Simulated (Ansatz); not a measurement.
```yaml
crystal:
  lattice:
    - [2.11121, 1.21893, -0.01200]
    - [-2.11121, 1.21893, 0.01200]
    - [0.04792, 0.00000, 8.43250]
  atoms:
    - { symbol: C, position: [0.33333, 0.66667, 0.00049] }
    - { symbol: C, position: [0.00000, 0.00000, 0.33382] }
    - { symbol: C, position: [0.66667, 0.33333, 0.66716] }
    - { symbol: C, position: [0.33333, 0.66667, 0.33284] }
    - { symbol: C, position: [0.00000, 0.00000, 0.66618] }
    - { symbol: C, position: [0.66667, 0.33333, 0.99951] }
```

Space group R-3m; a structure from a database of computed crystals, not necessarily the ambient phase; computed pressure about 18 GPa in this cell.

Theory: Ansatz 0.2.0, DFT PBE+D3(BJ), scalar-relativistic, plane waves, PAW.

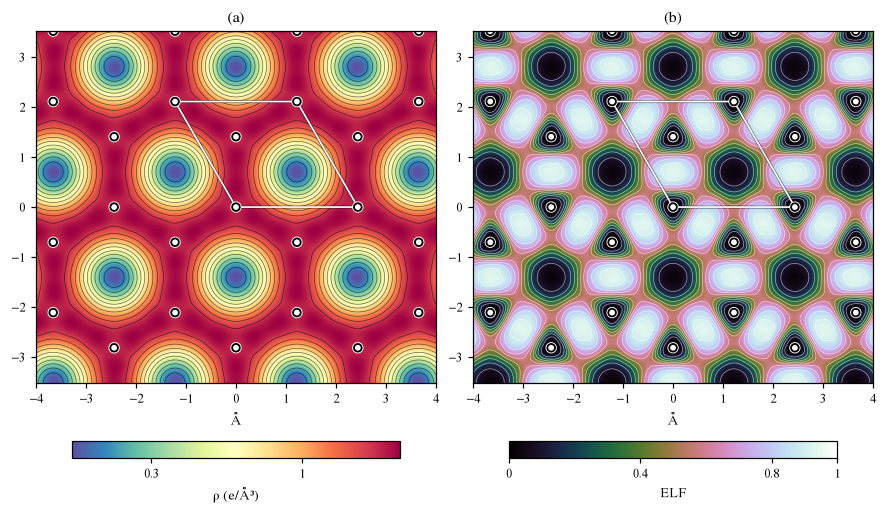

C. (a) valence charge density (pseudo); (b) ELF on the (001) plane of the conventional cell. Circles mark the nuclei in the plane (C).

The density is the valence pseudo-density of a PAW calculation; it isn't the true density close to the nuclei.

> Interpret the plot.

The plane passes through C nuclei. C–C (1.41 Å): ρ at the midpoint is about 2.1 e/Å³; the ELF peaks at about 0.95 between the atoms; localised, covalent bonding. Between the atoms the lowest density in this plane is 0.16 e/Å³.

> Does the calculation make it a metal, or give it a gap?

It is gapped, with a Kohn–Sham gap of 0.57 eV on the k-point mesh (the band edges may lie off the mesh, which would make the gap smaller).
